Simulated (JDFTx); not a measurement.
# Cl: wannier calculation

System: Cl (4 atoms in the cell).
Method: Kohn-Sham DFT of a periodic cell, PBE, PseudoDojo-SR-PBE-0.5-standard, no spin polarisation (JDFTx 1.7.0 (patched build)).

The structure derives from an entry of the Crystallography Open Database.

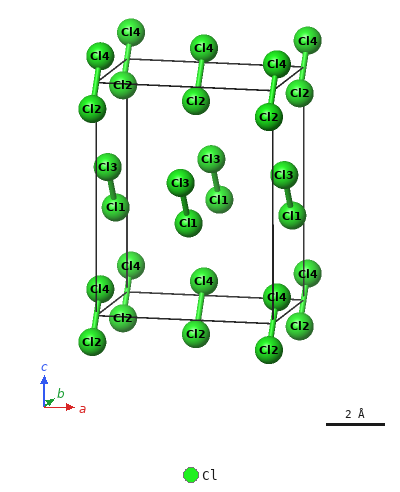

Figure 1. The input geometry (ball-and-stick view of the cell 2 times as large as that of the calculation, set on its symmetry axes, seen slightly off an axis; atoms are numbered from 1 in the order of the input).

**Key numbers**

- outcome: converged
- space group (tolerance 0.01 Å): Cmce (64)
- hardware: 1 thread of Arm Neoverse V1, 24 GiB of memory available, shared host
- wall time: 3.3 s
- peak memory: 0.1 GiB

**Remarks**

Points of doubt noted for this run: coarse mesh; may be a local minimum.

**Input file**
```
include Cl.lattice
coords-type Lattice
include Cl.ionpos

ion-species pseudo/Cl.upf
elec-cutoff 29 232
elec-ex-corr gga-PBE
kpoint-folding 5 5 3
elec-smearing Fermi 0.0018374661
elec-n-bands 21
forces-output-coords Cartesian

wannier-initial-state run.$VAR
wannier-dump-name wannier.$VAR
wannier localizationMeasure FiniteDifference bStart 0 saveWfnsRealSpace no
wannier-minimize nIterations 1000 energyDiffThreshold 1e-6
wannier-center Gaussian 0.3153 0.7764 0.4416 1.2
wannier-center Gaussian 0.1079 0.9783 0.9301 1.2
wannier-center Gaussian 0.6284 0.4839 0.6234 1.2
wannier-center Gaussian 0.8892 0.2078 0.1280 1.2
wannier-center Gaussian 0.4350 0.6069 0.3500 1.2
wannier-center Gaussian 0.2775 0.7893 0.8663 1.2
wannier-center Gaussian 0.7477 0.3562 0.5728 1.2
wannier-center Gaussian 0.9721 0.0966 0.0665 1.2
wannier-center Gaussian 0.2978 0.6348 0.3485 1.2
wannier-center Gaussian 0.0290 0.8815 0.8680 1.2
wannier-center Gaussian 0.5601 0.3991 0.5456 1.2
wannier-center Gaussian 0.7529 0.1296 0.0636 1.2
wannier-center Gaussian 0.4126 0.4990 0.4380 1.2
wannier-center Gaussian 0.1123 0.8150 0.9289 1.2
```

Run as:
```bash
wannier -c 1 -i wannier.in -o wannier.out
```

**Log**
```
*************** JDFTx 1.7.0 (patched build) ***************

Input parsed successfully to the following command list (including defaults):
[... the input with its defaults ...]

---------- Setting up symmetries ----------

Found 8 point-group symmetries of the bravais lattice
Found 8 space-group symmetries with basis
Applied RMS atom displacement 5.38273e-17 bohrs to make symmetries exact.

---------- Initializing the Grid ----------
R =
[      5.94319      5.94319            0  ]
[     -4.25188      4.25188            0  ]
[            0            0      15.5147  ]
unit cell volume = 784.103
G =
[   0.528604  -0.738871          0  ]
[   0.528604   0.738871         -0  ]
[         -0          0   0.404984  ]
Minimum fftbox size, Smin = [  52  52  108  ]
Chosen fftbox size, S = [  54  54  108  ]

---------- Initializing tighter grid for wavefunction operations ----------
R =
[      5.94319      5.94319            0  ]
[     -4.25188      4.25188            0  ]
[            0            0      15.5147  ]
unit cell volume = 784.103
G =
[   0.528604  -0.738871          0  ]
[   0.528604   0.738871         -0  ]
[         -0          0   0.404984  ]
Minimum fftbox size, Smin = [  36  36  76  ]
Chosen fftbox size, S = [  36  36  80  ]

---------- Exchange Correlation functional ----------
Initalized PBE GGA exchange.
Initalized PBE GGA correlation.

---------- Setting up pseudopotentials ----------
Width of ionic core gaussian charges (only for fluid interactions / plotting) set to 0

Reading pseudopotential file 'pseudo/Cl.upf':
  'Cl' pseudopotential, 'PBE' functional
  Generated using ONCVPSP code by D. R. Hamann
  7 valence electrons, 2 orbitals, 6 projectors, 1001 radial grid points, with lMax = 2
    3S    l: 0   occupation:  2.0   eigenvalue: -0.760417
    3P    l: 1   occupation:  5.0   eigenvalue: -0.315867
  Core radius for overlap checks: 1.71 bohrs.

Initialized 1 species with 4 total atoms.

Folded 1 k-points by 5x5x3 to 75 k-points.

---------- Setting up k-points, bands, fillings ----------
Reduced to 18 k-points under symmetry.
Computing the number of bands and number of electrons
Reading initial fillings from 'run.fillings'.
nElectrons:  28.000000   nBands: 21   nStates: 18

----- Setting up reduced wavefunction bases (one per k-point) -----
average nbasis = 5849.427 , ideal nbasis = 5848.762

---------- Setting up ewald sum ----------
Optimum gaussian width for ewald sums = 2.919831 bohr.
Real space sum over 1183 unit cells with max indices [  6  6  3  ]
Reciprocal space sum over 2541 terms with max indices [  5  5  10  ]

---------- Allocating electronic variables ----------
Reading eigenvalues from 'run.eigenvals'.
Initializing wave functions:  reading from 'run.wfns'

----- Initializing Supercell corresponding to k-point mesh -----
Lattice vector linear combinations in supercell:
[   5   0   0  ]
[   0   5   0  ]
[   0   0   3  ]
Supercell lattice vectors:
[  29.7159  29.7159  0  ]
[  -21.2594  21.2594  0  ]
[  0  0  46.544  ]

---------- Initializing Wannier Function solver ----------

---------- Initializing supercell grid for Wannier functions ----------
Setting up finite difference formula on k-mesh ... found a 8 neighbour formula.
nbasis = 7773 for k = [   0.000   0.000   0.000  ]

Computing initial overlaps ... done.
WannierMinimize: Iter:   0  Omega:  6.938496027167999e+01  |grad|_K:  6.113e+00
WannierMinimize: Iter:   1  Omega:  6.083006966187188e+01  |grad|_K:  3.916e+00  alpha:  4.478e-01  linmin: -6.999e-03
WannierMinimize: Iter:   2  Omega:  5.865745255726861e+01  |grad|_K:  2.872e+00  alpha:  1.000e+00  linmin:  1.380e-01
WannierMinimize: Iter:   3  Omega:  5.762309397006555e+01  |grad|_K:  1.955e+00  alpha:  1.000e+00  linmin: -6.243e-01
WannierMinimize: Iter:   4  Omega:  5.620608654302391e+01  |grad|_K:  2.156e+00  alpha:  1.000e+00  linmin: -2.945e-01
WannierMinimize: Iter:   5  Omega:  5.455017919388164e+01  |grad|_K:  2.786e+00  alpha:  1.000e+00  linmin: -1.668e-01
WannierMinimize: Iter:   6  Omega:  5.347814483542986e+01  |grad|_K:  4.760e+00  alpha:  1.000e+00  linmin:  1.149e-01
WannierMinimize: Iter:   7  Omega:  5.164817318160893e+01  |grad|_K:  1.946e+00  alpha:  1.000e+00  linmin: -5.050e-01
WannierMinimize: Iter:   8  Omega:  5.083483365451873e+01  |grad|_K:  1.513e+00  alpha:  1.000e+00  linmin: -4.516e-01
WannierMinimize: Iter:   9  Omega:  4.995753678268075e+01  |grad|_K:  1.730e+00  alpha:  1.000e+00  linmin: -1.991e-01
[... 121 further cycles ...]
WannierMinimize: Iter: 131  Omega:  4.622832969200294e+01  |grad|_K:  2.812e-03  alpha:  1.000e+00  linmin: -4.474e-01
WannierMinimize: Iter: 132  Omega:  4.622832672941122e+01  |grad|_K:  3.288e-03  alpha:  1.000e+00  linmin: -1.983e-01
WannierMinimize: Iter: 133  Omega:  4.622832331103723e+01  |grad|_K:  6.627e-03  alpha:  1.000e+00  linmin:  1.255e-02
WannierMinimize: Iter: 134  Omega:  4.622831946151754e+01  |grad|_K:  3.536e-03  alpha:  1.000e+00  linmin: -1.058e-01
WannierMinimize: Iter: 135  Omega:  4.622831693089520e+01  |grad|_K:  2.378e-03  alpha:  1.000e+00  linmin: -1.449e-01
WannierMinimize: Iter: 136  Omega:  4.622831511561162e+01  |grad|_K:  2.643e-03  alpha:  1.000e+00  linmin: -9.312e-02
WannierMinimize: Iter: 137  Omega:  4.622831391617697e+01  |grad|_K:  4.225e-03  alpha:  1.000e+00  linmin:  5.755e-02
WannierMinimize: Iter: 138  Omega:  4.622831263941139e+01  |grad|_K:  1.753e-03  alpha:  1.000e+00  linmin: -5.253e-01
WannierMinimize: Iter: 139  Omega:  4.622831203697461e+01  |grad|_K:  1.272e-03  alpha:  1.000e+00  linmin: -2.806e-01
WannierMinimize: Iter: 140  Omega:  4.622831160483358e+01  |grad|_K:  1.331e-03  alpha:  1.000e+00  linmin: -2.644e-01
WannierMinimize: Converged (|Delta Omega|<1.000000e-06 for 2 iters).

Optimum spread:
	Omega:  4.622831160483358e+01
	OmegaI: 3.983201155923066e+01

Centers in lattice coords:
	[ 0.384443 0.738047 0.408322 ] spread: 3.17425 bohr^2
	[ 6.61133e-06 0.999994 1 ] spread: 3.5031 bohr^2
	[ 0.553811 0.445929 0.639543 ] spread: 3.45522 bohr^2
	[ 0.884157 0.238101 0.0916035 ] spread: 3.17592 bohr^2
	[ 0.445934 0.553807 0.360457 ] spread: 3.45507 bohr^2
	[ 0.238117 0.884121 0.908405 ] spread: 3.17587 bohr^2
	[ 0.738015 0.384472 0.591683 ] spread: 3.1747 bohr^2
	[ 0.946144 0.0540274 0.139548 ] spread: 3.45497 bohr^2
	[ 0.261869 0.615896 0.408412 ] spread: 3.17565 bohr^2
	[ 0.0540625 0.946182 0.860459 ] spread: 3.45536 bohr^2
	[ 0.615931 0.261845 0.591586 ] spread: 3.17547 bohr^2
	[ 0.761937 0.115628 0.09166 ] spread: 3.17461 bohr^2
	[ 0.499998 0.500004 0.499997 ] spread: 3.50379 bohr^2
	[ 0.115576 0.761947 0.908321 ] spread: 3.17435 bohr^2
Dumping 'wannier.mlwfH' ... done. Relative discarded imaginary part: 1.261236e-08
Done!
```
